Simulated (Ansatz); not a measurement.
# Added area resistance of 1 to 9 W layers between Nb(100) and Ta(110) leads, ballistic LDA transport

The calculated quantity is the resistance that a thin W film adds to a perfect Nb(100) or Ta(110) lead, for current normal to the layers. It is measured against the Sharvin resistance of the same lead without a film, given as resistance times area and for both spins together. I use it to see how the added resistance grows with the number of W layers, and how far the surrounding metal matters. The question bears on metal stacks and narrow contacts, where films a few atoms thick can resist the current through a mismatch of electron states, even without defects. Transport here is coherent, so the film has no bulk resistivity that could simply accumulate with thickness.

## Calculations

Planar junctions lead / film / lead, one atom a layer where the face allows, current normal to the layers. Leads are perfect crystals at room-temperature lattice constants. The film takes the lead's in-plane lattice, with its layer spacing set to keep its own atomic volume; all atoms sit on ideal sites and are not relaxed. Program: Ansatz 0.2.0, plane waves with PAW potentials of the set soft_1 (made for PBE), LDA, wave cutoff 420 eV, Fermi-Dirac smearing of 0.1 eV. No spin polarisation and no spin-orbit coupling. Transport is ballistic and coherent at zero bias (Landauer, wave matching layer by layer), averaged over a mesh of wavevectors across the current and over the Fermi window at 300 K; no phonons or disorder. Selection: Runs whose potential in the leads had a step over 25 meV, or whose mesh the program flagged as unconverged, are left out. Runs with an error estimate over 15 per cent are left out.

Notes on method and selection:

- Interfaces are ideal and ordered, so the wavevector along the interface is conserved; real interfaces are mixed and rough.
- Quantum-well states in the film make the resistance oscillate with thickness.
- The typed smearing and mesh set the lead's Fermi level, which moves conductances of d metals by some per cent, and most where the lead's density of states is steep.
- Spin-orbit coupling is left out where no row notes it, which matters most for the elements from Hf on.
- A perfect film has no bulk resistance here, and nothing scatters electrons between its faces, so the added resistance is not twice a symmetric interface resistance: it holds the mismatch of channels too, since a film with fewer channels than its lead caps the conductance, and swapping film and lead changes it.
- Runs in which the search for lower states was switched off are not listed.
- Runs that did not converge, have known faults or may not be shown are not listed, and runs on Ansatz's PAW sets soft_1 and soft_2 are kept to separate tables.

Columns:

- layers: atomic layers in the film.
- lead conductance (1e15 S/m²): Sharvin conductance of the perfect lead along the same normal.
- film strain (%): in-plane linear strain of the film on the lead's lattice against its own room-temperature lattice, positive when stretched.
- error estimate (%): the program's own largest estimate of the error of the conductance (mesh, energy step, lead length).
- area resistance (1e-15 Ω m²): area resistance beyond that of the perfect lead, A (1/G - 1/G_lead), both spins.
- transmitted share: conductance divided by the Sharvin conductance of the perfect lead.

Input lines of one member:

```
kpoints:
  mp_grid: { grid: [11, 11, 2] }
hamiltonian:
  xc: lda
  pseudopotentials: { kind: paw, azcp: { folder: soft_1 }, xc_functional: pbe }
scf:
  occupations: { method: fermi_dirac, width: 0.1 }
output:
  transmission: { leads: [[0, 1]], kmesh: [22, 22], e_range: [-1.0, 1.0], de: 0.036 }
```

Command (options for logging and memory left out): `ansatz run input.yaml --threads 4 --backend cpu`

## Data

```
member    film and lead, functional  layers  lead conductance (1e15 S/m²)  film strain (%)  error estimate (%)  area resistance (1e-15 Ω m²)  transmitted share
1 layer   W(100) in Nb(100), LDA     1       1.923                         4.5              4                   0.130                         0.800
3 layers  W(100) in Nb(100), LDA     3       1.926                         4.5              4                   0.438                         0.542
5 layers  W(100) in Nb(100), LDA     5       1.930                         4.5              4                   ?                             ?
7 layers  W(100) in Nb(100), LDA     7       1.920                         4.5              5                   ?                             ?
9 layers  W(100) in Nb(100), LDA     9       1.937                         4.5              6                   1.090                         0.321
1 layer   W(110) in Ta(110), LDA     1       1.760                         4.4              5                   0.198                         0.742
3 layers  W(110) in Ta(110), LDA     3       1.764                         4.4              5                   0.572                         0.498
5 layers  W(110) in Ta(110), LDA     5       1.766                         4.4              6                   ?                             ?
7 layers  W(110) in Ta(110), LDA     7       1.758                         4.4              6                   ?                             ?
9 layers  W(110) in Ta(110), LDA     9       1.763                         4.4              7                   1.033                         0.354
```

Cells marked ? are withheld until the estimate has been made.

area resistance (1e-15 Ω m²) against layers, members shown:

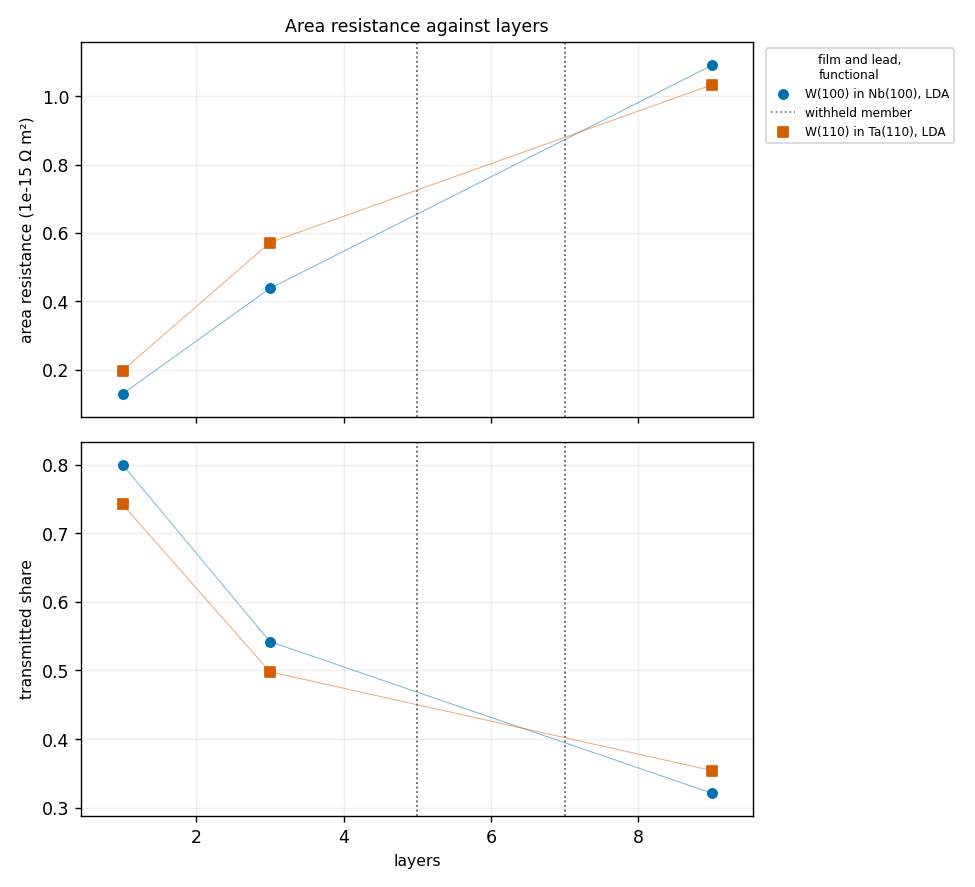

## Why the values move as they do

Among the members shown, the added resistance rises with thickness in both leads, but less than proportionally beyond three layers. In Nb(100) the slope is (0.438 − 0.130) / 2 = 0.154 per layer between one and three layers, and (1.090 − 0.438) / 6 = 0.109 between three and nine, in 1e-15 Ω m². In Ta(110) the same slopes are 0.187 and 0.077, so the bend is stronger there.

I read this as tunnelling that dies out. W has one valence electron more than Nb or Ta, which puts its Fermi level near the minimum in the density of states of the bcc d band. For many wavevectors along the interface the lead then has a propagating state and the film has none. Such electrons cross one layer easily and nine layers hardly at all, while those that match a propagating state of W continue to pass. The conductance therefore falls quickly at first and then levels off. The falling transmitted share fits this picture, though the columns do not count the film's own channels.

At three layers the film in Ta(110) has the larger resistance, by a factor 0.572 / 0.438 = 1.31. Much of that may be geometry. A bcc (110) layer is √2, about 1.4 times, as thick as a (100) layer, and the film strains are nearly equal at 4.4 and 4.5%. Since lead element and crystal face change together, I do not assign the difference to Ta against Nb. At nine layers the order is reversed, 1.033 against 1.090, but that gap is smaller than the error estimates of 6 and 7% in the conductance allow me to interpret.

Both films are stretched in the plane and unrelaxed, and spin-orbit coupling, which is appreciable in W and Ta, is off. The resistances therefore belong to these ideal junctions rather than to a grown, intermixed film.

## Estimating the withheld member

Plain estimates from the members shown:

- 7 layers (W(110) in Ta(110), LDA), straight-line interpolation between 3 layers and 9 layers: w = (7 − 3) / (9 − 3) = 0.667, so 0.572 + 0.667 × (1.033 − 0.572) = 0.879 1e-15 Ω m²
- 5 layers (W(100) in Nb(100), LDA), straight-line interpolation between 3 layers and 9 layers: w = (5 − 3) / (9 − 3) = 0.333, so 0.438 + 0.333 × (1.090 − 0.438) = 0.655 1e-15 Ω m²

The straight lines, 0.879 for Ta(110) and 0.655 for Nb(100), ignore the bend and should be too low. I let the transmitted share T decay instead, as tunnelling suggests: T(n) = 1 − B(1 − qⁿ), which is exactly 1 without a film.

The rows at three and nine layers fix q through q³ + q⁶ = (T(3) − T(9)) / (1 − T(3)). For Nb(100) this is (0.542 − 0.321) / (1 − 0.542) = 0.483. Solving the quadratic for q³ gives ((1 + 4 × 0.483)^0.5 − 1) / 2 = 0.356, so q = 0.356^(1/3) = 0.709 and B = (1 − 0.542) / (1 − 0.356) = 0.711. For Ta(110) it is (0.498 − 0.354) / (1 − 0.498) = 0.287, which gives q³ = ((1 + 4 × 0.287)^0.5 − 1) / 2 = 0.233, q = 0.233^(1/3) = 0.615 and B = (1 − 0.498) / (1 − 0.233) = 0.654. The one-layer rows were not used and test the form: it gives 1 − 0.711 × (1 − 0.709) = 0.793 against 0.800 in Nb(100), and 1 − 0.654 × (1 − 0.615) = 0.748 against 0.742 in Ta(110).

For seven layers in Ta(110), T = 1 − 0.654 × (1 − 0.033) = 0.368, and the resistance is (1 / 0.368 − 1) / 1.758 = 0.98. For five layers in Nb(100), q⁵ is 0.709^5 = 0.179 and T = 1 − 0.711 × (1 − 0.179) = 0.416, which gives (1 / 0.416 − 1) / 1.930 = 0.73.

The misses at one layer would mean errors of only 0.02 to 0.03, but one layer says little about quantum-well oscillations in thicker films. I therefore take the program's error estimates for the two conductances as the standard deviation: 0.06 / (0.368 × 1.758) = 0.09 and 0.04 / (0.416 × 1.930) = 0.05.

**Committed estimate, 7 layers (W(110) in Ta(110), LDA): area resistance = 0.98 ± 0.09 1e-15 Ω m².**  
**Committed estimate, 5 layers (W(100) in Nb(100), LDA): area resistance = 0.73 ± 0.05 1e-15 Ω m².**

## The withheld result

```
member    film and lead, functional  layers  lead conductance (1e15 S/m²)  film strain (%)  error estimate (%)  area resistance (1e-15 Ω m²)  transmitted share
5 layers  W(100) in Nb(100), LDA     5       1.930                         4.5              4                   0.748                         0.409
7 layers  W(100) in Nb(100), LDA     7       1.920                         4.5              5                   0.956                         0.353
5 layers  W(110) in Ta(110), LDA     5       1.766                         4.4              6                   0.870                         0.394
7 layers  W(110) in Ta(110), LDA     7       1.758                         4.4              6                   1.053                         0.351
```

```
member                             estimate       area resistance (1e-15 Ω m²)  computed  estimate − computed  miss in error bars
7 layers (W(110) in Ta(110), LDA)  committed      0.980                         1.053     −0.073               0.8
7 layers (W(110) in Ta(110), LDA)  interpolation  0.879                         1.053     −0.174
5 layers (W(100) in Nb(100), LDA)  committed      0.730                         0.748     −0.018               0.4
5 layers (W(100) in Nb(100), LDA)  interpolation  0.655                         0.748     −0.093
```

area resistance (1e-15 Ω m²) against layers:

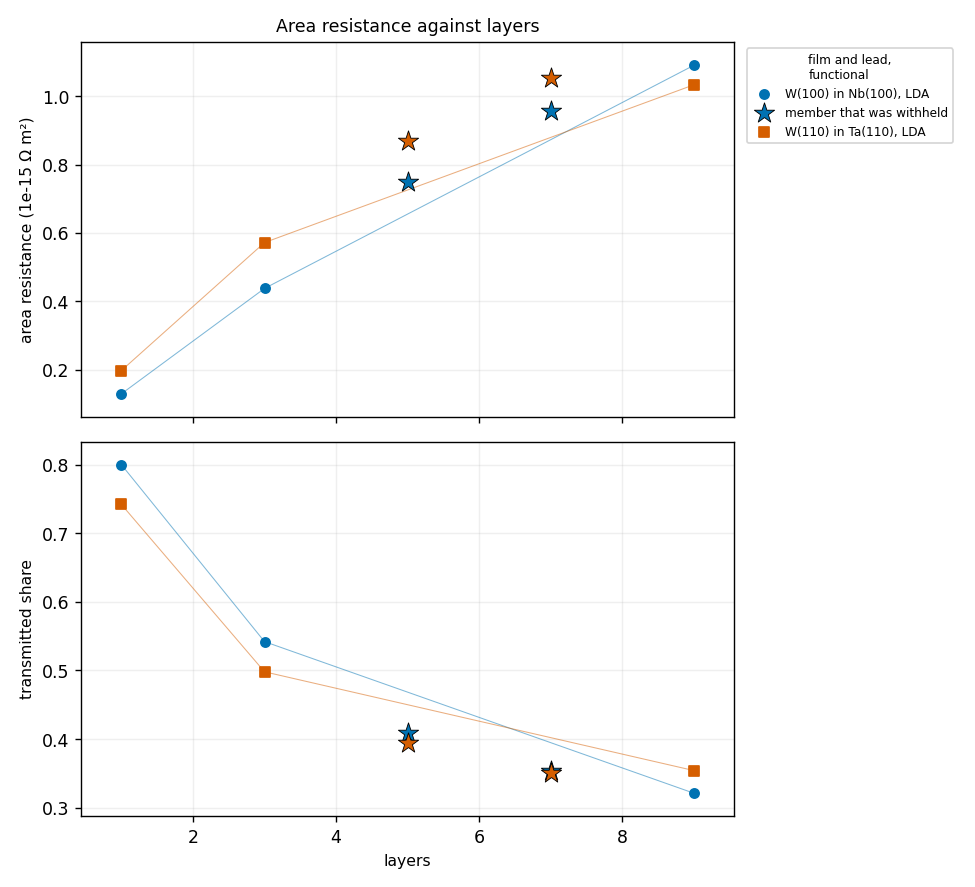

Both estimates fell inside their error bars and came closer than the straight lines. For seven layers in Ta(110) I was low by 0.073, against 0.174 for interpolation; for five layers in Nb(100) I was low by 0.018, against 0.093 (all in 1e-15 Ω m²).

The argument that a straight line from three to nine layers must run too low was right in both leads. In Nb(100), though, the bend starts later than I had written: the resistance grows by 0.154 per layer from one to three layers and by (0.748 − 0.438) / 2 = 0.155 from three to five, and only then slows to (0.956 − 0.748) / 2 = 0.104 and (1.090 − 0.956) / 2 = 0.067. In Ta(110) my curve still had the transmitted share falling from 0.368 at seven layers to 0.354 at nine, whereas the computed share is already 0.351 at seven.

A share that drops quickly and then flattens is what dying tunnelling currents beside open film channels would give. It remains an indirect sign, because partial reflection of propagating states also lowers the share, and the columns do not divide the current between the two.

## Exceptions

No row stands out beyond its numerical error. The nearest to an exception is the Ta(110) pair at seven and nine layers, where the resistance slips from 1.053 to 1.033 while the Nb(100) series still rises by 1.090 − 0.956 = 0.134; conductance errors of 6 and 7% amount to about 0.10 and 0.11 in these resistances. A quantum-well oscillation could also produce such a dip, and a low nine-layer value would have pulled my seven-layer estimate down, which is the sign of the miss.

## Rules of thumb and their limits

From one to nine layers the added resistance grows about eightfold in Nb(100) and fivefold in Ta(110), with most of the flattening after five layers. With the rows at three and nine layers known, the decaying-share formula gives the five- and seven-layer films to within 0.08 in units of 1e-15 Ω m².

Layer for layer, Ta(110) mostly gives the larger value, but its layers are √2 times as thick. Five of them match about seven (100) layers, and the resistances are then 0.870 and 0.956, too close to establish an effect of the lead.

For a contact of 10 nm × 10 nm, nine W layers in Nb(100) add 1.090 / 0.1 = 10.9 Ω, the area being 0.1 in units of 1e-15 m².

I expect no omitted effect to outweigh the whole spread with thickness. Spin-orbit coupling, which splits and shifts the W d bands, and interface mixing could each exceed the small difference between leads, with a sign I cannot fix beforehand.

[Logs are printed without paths, hosts, clocks, repeated set-up lines and the standing remarks that a program may print on its own settings, such as how far it seeks lower states.]
